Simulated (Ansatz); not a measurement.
**Al$_{2}$Cu: density, localisation and related maps**

The calculation's input:

```
crystal:
  lattice:
    - [0.0, -4.0841721958, 0.0]
    - [0.0, 0.0, -2.8463947559]
    - [12.1025165873, 0.0, 0.0]
  atoms:
    - { symbol: Al, position: [0.0, 0.5, 0.0843493031] }
    - { symbol: Al, position: [0.0, 0.5, 0.4218140086] }
    - { symbol: Al, position: [0.0, 0.5, 0.7592787141] }
    - { symbol: Al, position: [0.5, 0.5, 0.9280110668] }
    - { symbol: Al, position: [0.5, 0.5, 0.2530816559] }
    - { symbol: Al, position: [0.5, 0.5, 0.5905463614] }
    - { symbol: Cu, position: [1.0, 0.0, 0.2530816559] }
    - { symbol: Cu, position: [1.0, 0.0, 0.5905463614] }
    - { symbol: Cu, position: [1.0, 0.0, 0.9280110668] }
basis:
  ecutwfc: 420
kpoints:
  mp_grid: { grid: [11, 16, 4] }
hamiltonian:
  xc: pbesol
scf:
  occupations: { method: gaussian, width: 0.15 }
output:
  forces: true
  stress: true
  eigenvalues: true
  write_density: true
  write_potential: true
  elf: true
  volumetric_format: npy
```

Launched as:

```sh
ansatz run input.yaml --threads 2 --pin off --max-ram 5120MiB --backend cpu --events-out ev --progress --plain --runs-dir out
```

Below, planes, directions and counts refer to the conventional cell (a = 2.85 Å, b = 4.08 Å, c = 12.10 Å, α = 90.00°, β = 90.00°, γ = 90.00°).

Space group Pmm2; a structure from a database of computed crystals, not necessarily the ambient phase; not relaxed (largest force 1.0 eV/Å); computed without spin polarisation.

Theory: DFT PBEsol, scalar-relativistic, plane waves, PAW (Ansatz).

The density is the valence pseudo-density of a PAW calculation; it isn't the true density close to the nuclei.

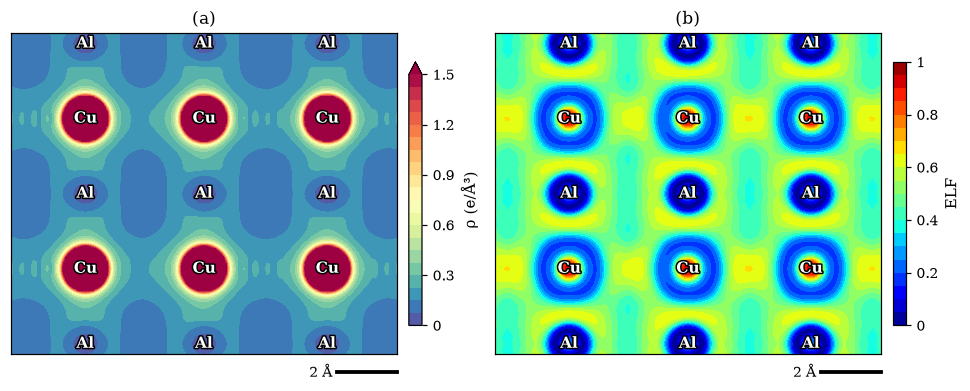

Figure 1. (a) valence charge density (pseudo); (b) electron localisation function on the (11̄0) plane of the conventional cell.

**What do the fields say about this system?**

The plane passes through Al and Cu nuclei.
Al–Cu (2.49 Å): ρ is about 0.31 e/Å³ halfway; the ELF peaks at about 0.60 between the atoms.
Between the atoms the lowest density in this plane is 0.08 e/Å³.
The features right at Cu lie inside the PAW spheres, where the map follows smoothed inner orbitals and isn't to be read closely.

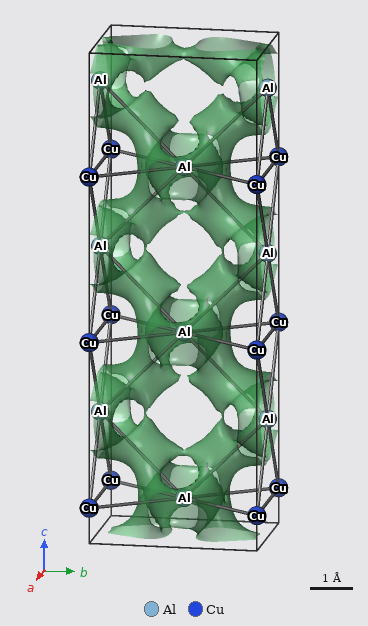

Figure 2. Isosurface of the ELF at 0.55 (green), seen slightly off an axis. Only the valence region is drawn (cores and ρ < 0.01 e/Å³ removed). Sticks mark near contacts.

**What do the ELF domains correspond to?**

The ELF exceeds this value in one network that runs through the whole crystal, counted in one cell of 9 atoms. Regions shared between cells count once. Along the contacts the grid gives the following. Al–Cu (2.37 Å): the ELF peaks at about 0.60 between the atoms. Al–Al (2.78 Å): the ELF peaks at about 0.70 between the atoms.

**Does the calculation give a band gap?**

It is metallic or semimetallic at this level of theory: no gap opens.
